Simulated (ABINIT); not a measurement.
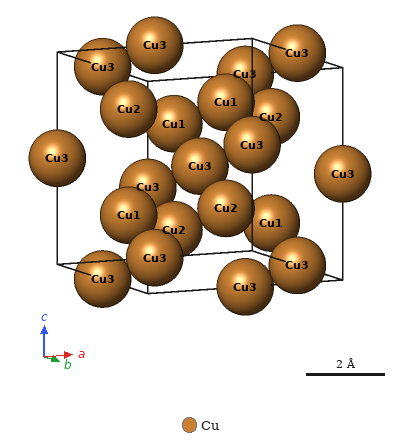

**Figure 1.** The structure as given in the input (spheres-only view of the cell 4 times as large as that of the calculation, set on its symmetry axes, seen at an oblique angle; atoms are numbered from 1 in the order of the input). An atom can appear more than once, as a periodic image.

## Optical-spectrum calculation, with input and output: Cu (part 1 of 2)

Cu (Fm-3m, 3 atoms in the cell), computed with Kohn-Sham DFT of a periodic cell, LDA, HGH LDA, no spin polarisation (ABINIT 10.8.3).

The structure was built on a prototype by a generator; it need not be a known phase.

## The input
```
ndtset 3

pp_dirpath "./"
pseudos "Cu.hgh"

acell 7.4309540166 7.4309540166 7.4309540166
rprim
     0.0000000000     0.7071067812     0.7071067812
     0.7071067812     0.0000000000     0.7071067812
     0.7071067812     0.7071067812     0.0000000000
ntypat 1
znucl 29
natom 3
typat 1 1 1
xred
            1/4            1/4            1/4
            3/4            3/4            3/4
            1/2            1/2            1/2

ecut 408.170794 eV

ngkpt 8 8 8
nshiftk 4
shiftk
     0.5000000000     0.5000000000     0.5000000000
     0.5000000000     0.0000000000     0.0000000000
     0.0000000000     0.5000000000     0.0000000000
     0.0000000000     0.0000000000     0.5000000000
istwfk *1

ixc 7

occopt 6
tsmear 0.1 eV

nstep 80

iomode 3
prteig 0
prtebands 0

nband1 6
tolvrs1 1.0e-12
prtden1 1
prtwf1 0
kptopt1 1

iscf2 -3
getden2 1
nband2 12
nbdbuf2 4
tolwfr2 1.0e-12
nstep2 120
prtden2 0
kptopt2 1

optdriver3 8
wfk_task3 "wfk_optics_fullbz"
getwfk3 2
nband3 8
kptopt3 1
prtevk3 1
inclvkb3 2
```

## File optic.abi
```
&FILES
 ddkfile_1 = 'runo_DS3_1_EVK.nc',
 ddkfile_2 = 'runo_DS3_2_EVK.nc',
 ddkfile_3 = 'runo_DS3_3_EVK.nc',
 wfkfile = 'runo_DS3_WFK.nc'
/
&PARAMETERS
 broadening = 0.005512,
 domega = 0.002,
 maxomega = 0.8,
 scissor = 0.000000,
 tolerance = 0.002
/
&COMPUTATIONS
 num_lin_comp = 1,
 lin_comp = 11,
 num_nonlin_comp = 0
/
```

Command:
```bash
abinit run.abi > log 2>&1
optic optic.abi > optic.log 2>&1
```

## Log
```
.Version 10.8.3 of ABINIT
 DATASET    1 : space group Fm -3 m (#225); Bravais cF (face-center cubic)
================================================================================
 Values of the parameters that define the memory need for DATASET  1.
     intxc =       0    ionmov =       0      iscf =       7    lmnmax =       6
     lnmax =       6     mgfft =      27  mpssoang =       3    mqgrid =    3001
     natom =       3  nloc_mem =       1    nspden =       1   nspinor =       1
    nsppol =       1      nsym =      48    n1xccc =       0    ntypat =       1
    occopt =       6   xclevel =       1
       mpw =         824          nfft =       19683          nkpt =          60
================================================================================
================================================================================

 DATASET    2 : space group Fm -3 m (#225); Bravais cF (face-center cubic)
================================================================================
 Values of the parameters that define the memory need for DATASET  2.
     intxc =       0    ionmov =       0      iscf =      -3    lmnmax =       6
     lnmax =       6     mgfft =      27  mpssoang =       3    mqgrid =    3001
     natom =       3  nloc_mem =       1    nspden =       1   nspinor =       1
    nsppol =       1      nsym =      48    n1xccc =       0    ntypat =       1
    occopt =       6   xclevel =       1
       mpw =         824          nfft =       19683          nkpt =          60
================================================================================
================================================================================

 DATASET    3 : space group Fm -3 m (#225); Bravais cF (face-center cubic)
================================================================================
 Values of the parameters that define the memory need for DATASET  3.
     intxc =       0    ionmov =       0      iscf =       7    lmnmax =       6
     lnmax =       6     mgfft =      27  mpssoang =       3    mqgrid =    3001
     natom =       3  nloc_mem =       1    nspden =       1   nspinor =       1
    nsppol =       1      nsym =      48    n1xccc =       0    ntypat =       1
    occopt =       6   xclevel =       1
       mpw =         824          nfft =       19683          nkpt =          60
================================================================================
================================================================================

--------------------------------------------------------------------------------
------------- Echo of variables that govern the present computation ------------
--------------------------------------------------------------------------------
 -outvars: echo values of preprocessed input variables --------
            acell      7.4309540166E+00  7.4309540166E+00  7.4309540166E+00 Bohr
              amu      6.35460000E+01
             ecut      1.50000000E+01 Hartree
           getden1          0
           getden2          1
           getden3          0
           getwfk1          0
           getwfk2          0
           getwfk3          2
             iscf1          7
             iscf2         -3
             iscf3          7
              ixc           7
           jdtset        1    2    3
                       outvar_i_n : Printing only first  50 k-points.
         kptrlatt        8   -8    8     -8    8    8     -8   -8    8
          kptrlen      8.40716476E+01
            natom           3
            nband1          6
            nband2         12
            nband3          8
           nbdbuf1          0
           nbdbuf2          4
           nbdbuf3          0
           ndtset           3
            ngfft          27      27      27
             nkpt          60
            nstep1         80
            nstep2        120
            nstep3         80
             nsym          48
           ntypat           1
                       prtocc : prtvol=0, do not print more k-points.
                       prtocc : prtvol=0, do not print more k-points.
                       prtocc : prtvol=0, do not print more k-points.
           occopt           6
        optdriver1          0
        optdriver2          0
        optdriver3          8
           prtden1          1
           prtden2          0
           prtden3          1
        prtebands           0
           prteig           0
           prtevk1          0
           prtevk2          0
           prtevk3          1
            prtwf1          0
            prtwf2          1
            prtwf3          1
            rprim      0.0000000000E+00  7.0710678120E-01  7.0710678120E-01
                       7.0710678120E-01  0.0000000000E+00  7.0710678120E-01
                       7.0710678120E-01  7.0710678120E-01  0.0000000000E+00
           shiftk      5.00000000E-01  5.00000000E-01  5.00000000E-01
          spgroup         225
           tolvrs1     1.00000000E-12
           tolvrs2     0.00000000E+00
           tolvrs3     0.00000000E+00
           tolwfr1     0.00000000E+00
           tolwfr2     1.00000000E-12
           tolwfr3     0.00000000E+00
           tsmear      3.67493222E-03 Hartree
            typat      1  1  1
         wfk_task1          0
         wfk_task2          0
         wfk_task3          7
                       outvars : Printing only first  50 k-points.
           xangst      1.3902749991E+00  1.3902749991E+00  1.3902749991E+00
                       4.1708249972E+00  4.1708249972E+00  4.1708249972E+00
                       2.7805499982E+00  2.7805499982E+00  2.7805499982E+00
            xcart      2.6272389880E+00  2.6272389880E+00  2.6272389880E+00
                       7.8817169639E+00  7.8817169639E+00  7.8817169639E+00
                       5.2544779759E+00  5.2544779759E+00  5.2544779759E+00
             xred      2.5000000000E-01  2.5000000000E-01  2.5000000000E-01
                       7.5000000000E-01  7.5000000000E-01  7.5000000000E-01
                       5.0000000000E-01  5.0000000000E-01  5.0000000000E-01
            znucl       29.00000

================================================================================

 chkinp: Checking input parameters for consistency, jdtset=   1.

 chkinp: Checking input parameters for consistency, jdtset=   2.

 chkinp: Checking input parameters for consistency, jdtset=   3.

================================================================================
== DATASET  1 ==================================================================

--- !DatasetInfo
iteration_state: {dtset: 1, }
dimensions: {natom: 3, nkpt: 60, mband: 6, nsppol: 1, nspinor: 1, nspden: 1, mpw: 824, }
cutoff_energies: {ecut:  15.0, pawecutdg:  -1.0, }
electrons: {nelect:   3.00000000E+00, charge:   0.00000000E+00, occopt:   6.00000000E+00, tsmear:   3.67493222E-03, }
meta: {optdriver: 0, ionmov: 0, optcell: 0, iscf: 7, paral_kgb: 0, }
...

 Exchange-correlation functional for the present dataset will be:
  LDA: Perdew-Wang 92 LSD fit to Ceperley-Alder data - ixc=7
  J.P.Perdew and Y.Wang, PRB 45, 13244 (1992)

 Real(R)+Recip(G) space primitive vectors, cartesian coordinates (Bohr,Bohr^-1):
 R(1)=  0.0000000  5.2544780  5.2544780  G(1)= -0.0951569  0.0951569  0.0951569
 R(2)=  5.2544780  0.0000000  5.2544780  G(2)=  0.0951569 -0.0951569  0.0951569
 R(3)=  5.2544780  5.2544780  0.0000000  G(3)=  0.0951569  0.0951569 -0.0951569
 Unit cell volume ucvol=  2.9014743E+02 bohr^3
 Angles (23,13,12)=  6.00000000E+01  6.00000000E+01  6.00000000E+01 degrees

 getcut: wavevector=  0.0000  0.0000  0.0000  ngfft=  27  27  27
         ecut(hartree)=     15.000   => boxcut(ratio)=   2.00983

--- Pseudopotential description ------------------------------------------------
- pspini: atom type   1  psp file is ./Cu.hgh
  29.00000   1.00000     10605                znucl, zion, pspdat
    3    1    2    0      2001   0.00000      pspcod,pspxc,lmax,lloc,mmax,r2well

 pspatm : COMMENT -
  the projectors are not normalized,
  so that the KB energies are not consistent with
  definition in PRB44, 8503 (1991).
  However, this does not influence the results obtained hereafter.

   1.90229718E+01                                ecore*ucvol(ha*bohr**3)
--------------------------------------------------------------------------------

================================================================================

--- !BeginCycle
iteration_state: {dtset: 1, }
solver: {iscf: 7, nstep: 80, nline: 4, wfoptalg: 0, }
tolerances: {tolvrs: 1.00E-12, }
...

     iter   Etot(hartree)      deltaE(h)  residm     vres2
 ETOT  1  -1.4219252875333    -1.422E+00 9.050E-03 7.661E+00
 ETOT  2  -1.4234877942112    -1.563E-03 1.917E-04 3.980E-01
 ETOT  3  -1.4235032417710    -1.545E-05 1.265E-04 8.542E-03
 ETOT  4  -1.4235043124796    -1.071E-06 5.405E-05 3.506E-04
 ETOT  5  -1.4235043646852    -5.221E-08 1.586E-05 6.278E-06
 ETOT  6  -1.4235043654280    -7.428E-10 7.339E-06 3.127E-08
 ETOT  7  -1.4235043654304    -2.406E-12 1.696E-06 1.123E-09
 ETOT  8  -1.4235043654306    -1.559E-13 2.101E-06 2.293E-11
 ETOT  9  -1.4235043654306     1.332E-15 4.552E-07 6.707E-14

 At SCF step    9       vres2   =  6.71E-14 < tolvrs=  1.00E-12 =>converged.

 Cartesian components of stress tensor (hartree/bohr^3)
  sigma(1 1)=  1.63924959E-03  sigma(3 2)=  0.00000000E+00
  sigma(2 2)=  1.63924959E-03  sigma(3 1)=  0.00000000E+00
  sigma(3 3)=  1.63924959E-03  sigma(2 1)=  0.00000000E+00
```
